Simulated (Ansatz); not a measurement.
**HC$_{33}$ (slab): density, localisation and related maps**

```yaml
crystal:
  lattice:
    - [9.86400, 0.00000, 0.00000]
    - [-4.93200, 8.54247, 0.00000]
    - [0.00000, 0.00000, 11.00000]
  atoms:
    - { symbol: C, position: [0.00134, 0.99848, 0.08966] }
    - { symbol: C, position: [0.16593, 0.07906, 0.09711] }
    - { symbol: C, position: [0.99426, 0.24638, 0.10733] }
    - { symbol: C, position: [0.16855, 0.33817, 0.13435] }
    - { symbol: C, position: [0.00061, 0.50001, 0.08600] }
    - { symbol: C, position: [0.16907, 0.58410, 0.08752] }
    - { symbol: C, position: [0.00104, 0.74929, 0.07910] }
    - { symbol: C, position: [0.16715, 0.83251, 0.07960] }
    - { symbol: C, position: [0.24974, 0.99916, 0.08654] }
    - { symbol: C, position: [0.41829, 0.08358, 0.08687] }
    - { symbol: C, position: [0.25516, 0.24636, 0.13798] }
    - { symbol: C, position: [0.42187, 0.33538, 0.09662] }
    - { symbol: C, position: [0.25296, 0.50365, 0.09745] }
    - { symbol: C, position: [0.41654, 0.58339, 0.08797] }
    - { symbol: C, position: [0.25162, 0.74998, 0.08026] }
    - { symbol: C, position: [0.41784, 0.83312, 0.08055] }
    - { symbol: C, position: [0.50122, 0.00086, 0.08206] }
    - { symbol: C, position: [0.66771, 0.08351, 0.08127] }
    - { symbol: C, position: [0.50187, 0.25072, 0.08614] }
    - { symbol: C, position: [0.66787, 0.33358, 0.07845] }
    - { symbol: C, position: [0.50114, 0.49840, 0.08747] }
    - { symbol: C, position: [0.66779, 0.58236, 0.07900] }
    - { symbol: C, position: [0.50025, 0.74962, 0.08044] }
    - { symbol: C, position: [0.66748, 0.83218, 0.07926] }
    - { symbol: C, position: [0.75060, 0.99829, 0.08206] }
    - { symbol: C, position: [0.91563, 0.08000, 0.09144] }
    - { symbol: C, position: [0.75048, 0.25002, 0.07936] }
    - { symbol: C, position: [0.91628, 0.33414, 0.08636] }
    - { symbol: C, position: [0.75098, 0.49956, 0.07820] }
    - { symbol: C, position: [0.91791, 0.58235, 0.07954] }
    - { symbol: C, position: [0.75090, 0.74917, 0.07855] }
    - { symbol: C, position: [0.91728, 0.83180, 0.08026] }
    - { symbol: C, position: [0.06305, 0.29739, 0.24208] }
    - { symbol: H, position: [0.26738, 0.23065, 0.23769] }
```

Spin-polarised.

Method: DFT PBEsol, scalar-relativistic, plane waves, PAW in Ansatz.

Core electrons are frozen (PAW), and the valence fields are smoothed inside the atomic spheres.

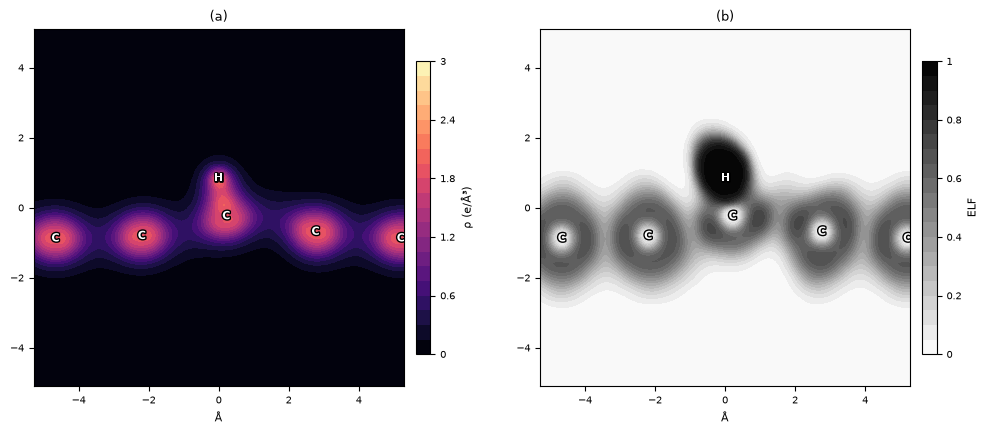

Figure 1. (a) valence electron density; (b) electron localisation function on the (100) plane of the calculation cell, a cut from vacuum to vacuum.

Read the bonding off the picture.

- The section cuts through C and H sites.
- Atoms just off the plane (C, 0.8 Å away) can leave unmarked features too.
- C–H (1.12 Å): ρ is about 1.9 e/Å³ halfway; the ELF climbs to about 1 towards the hydrogen, as it does in any bond to H (an ordinary covalent bond to hydrogen).
- The density dies away to nearly zero in the vacuum.

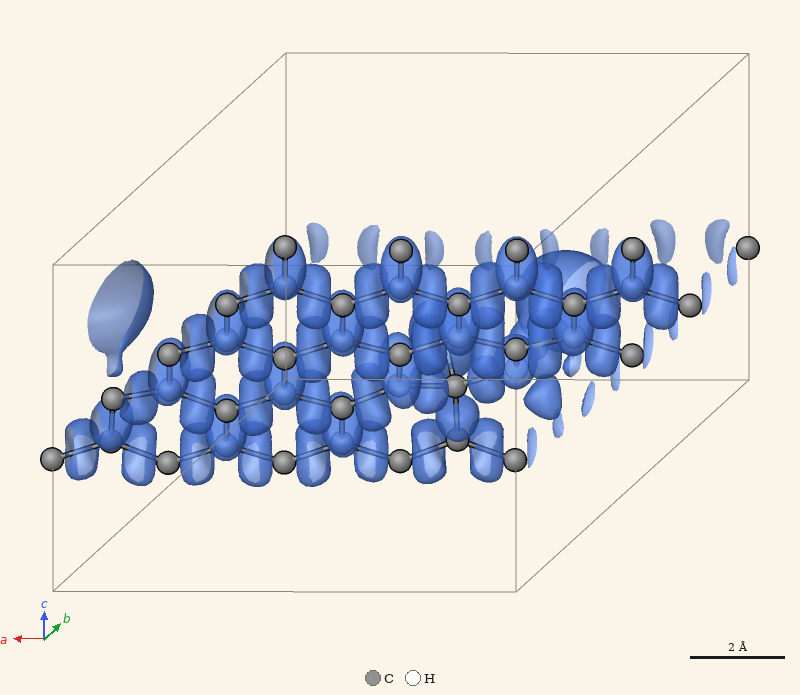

Figure 2. Isosurface of the ELF at 0.75 (blue), seen at an oblique angle. Core shells and regions of very low density are left out. Sticks mark near contacts.

What do the ELF domains correspond to?

At this value the surface marks out 48 regions between bonded C–C atoms (shared pairs), one region around a hydrogen nucleus and one region on C in which the atom's valence shell and bonds are merged, counted in one cell of 34 atoms. Counts are for one cell; the picture repeats the cell along the surface. Profiles from the grid: C–C (1.40 Å): the ELF peaks at about 0.95 between the atoms, as expected for a covalent bond.
